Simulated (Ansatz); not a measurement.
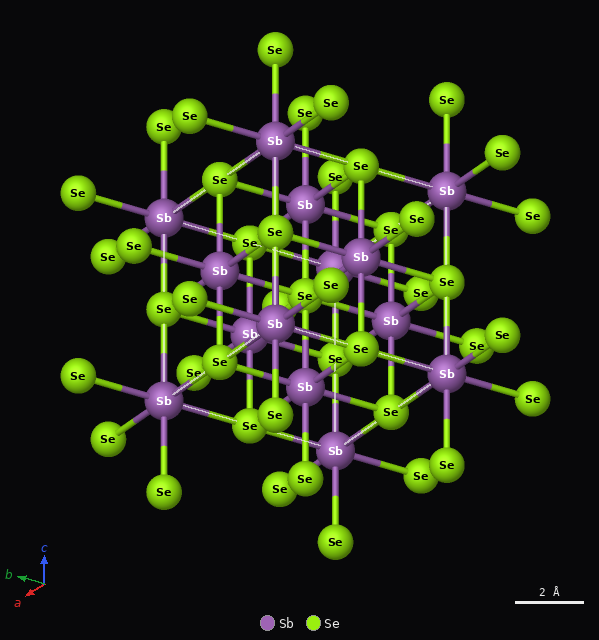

View from a general direction, drawn as a ball-and-stick model. The conventional unit cell is outlined; an atom on or near a face, edge or corner is repeated at each equivalent position. Some atoms of the next cells are drawn as well.

SbSe, space group Fm-3m (No. 225), a = 6.09 Å, b = 6.09 Å, c = 6.09 Å, α = 90.00°, β = 90.00°, γ = 90.00°.

Computational set-up: DFT PBEsol, scalar-relativistic, plane waves, PAW (Ansatz 0.2.0), plane waves to 420 eV, k-points about 0.15 Å⁻¹ apart, Gaussian smearing of 0.1 eV, no spin polarisation.

> Does it come out as a metal, or with a gap?

A metal: bands cross the Fermi level.

> Give the pressure and its sign.

The computed pressure is -5.0 GPa (stretched: it would shrink).

Origin of the cell: a structure listed in the Materials Project, with elements exchanged, so it need not be a known form of the compound. The cell was then strained or its atoms displaced on purpose. It was run through Ansatz as a DFT input.

At this level of theory the cell isn't at rest (stretched, at -5 GPa), so its distances can differ from those at equilibrium, the more so the softer the solid.
